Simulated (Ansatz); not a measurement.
PtSe2

```xyz
12
Lattice="6.2905 0.0000 0.0000 0.0000 6.2905 0.0000 0.0000 0.0000 6.2905" Properties=species:S:1:pos:R:3 pbc="T T T"
Pt    0.0000    0.0000    0.0000
Pt    3.1452    3.1452    0.0000
Pt    3.1452    0.0000    3.1452
Pt    0.0000    3.1452    3.1452
Se    1.5726    1.5726    1.5726
Se    4.7179    4.7179    1.5726
Se    4.7179    1.5726    4.7179
Se    1.5726    4.7179    4.7179
Se    4.7179    1.5726    1.5726
Se    1.5726    4.7179    1.5726
Se    1.5726    1.5726    4.7179
Se    4.7179    4.7179    4.7179
```

Space group Fm-3m; a generated structure, not necessarily the stable one.

The calculation used DFT, PBE, PAW with Ansatz's default frozen-core files, scalar-relativistic (Ansatz 0.2.0).

Core electrons are frozen (PAW), and the valence fields are smoothed inside the atomic spheres.

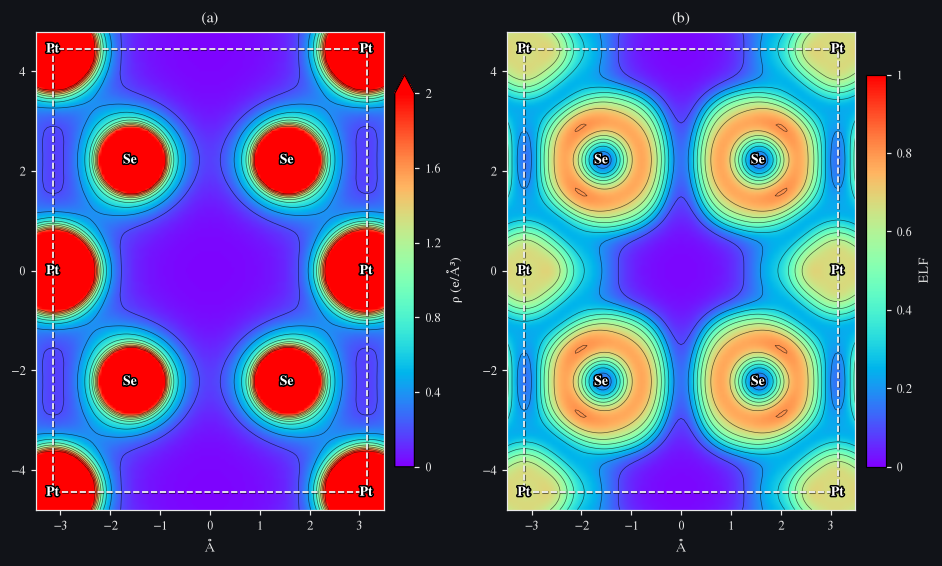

Figure 1. (a) valence pseudo-density; (b) electron localisation function on the (110) plane of the conventional cell.

Question: Describe what can be read from this map.

Answer: The plane passes through Pt and Se nuclei. Pt–Se (2.72 Å): the density is about 0.38 e/Å³ at the midpoint; the ELF is about 0.35 at the midpoint and 0.25 at its lowest between the atoms. Between the atoms the lowest density in this plane is 0.01 e/Å³. The features right at Pt lie inside the PAW spheres, where the map follows smoothed inner orbitals and isn't to be read closely.

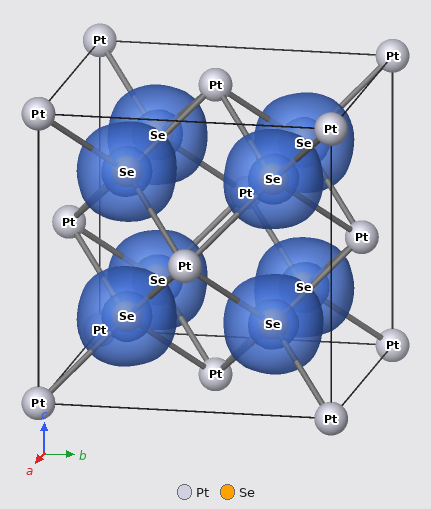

Figure 2. Isosurface of the ELF at 0.65 (blue), seen slightly off an axis. Core shells and regions of very low density are left out. Sticks mark near contacts.

Question: Describe the localisation domains.

Answer: At this value the surface marks out eight regions wrapped around Se (the valence shell of each), counted in one cell of 12 atoms. Any copies at cell faces, edges or corners count once.

Question: Does the calculation give a band gap?

Answer: It is gapless in this calculation (a metal or semimetal); semilocal functionals without U, or without the true magnetic order, often close the gap of such compounds.
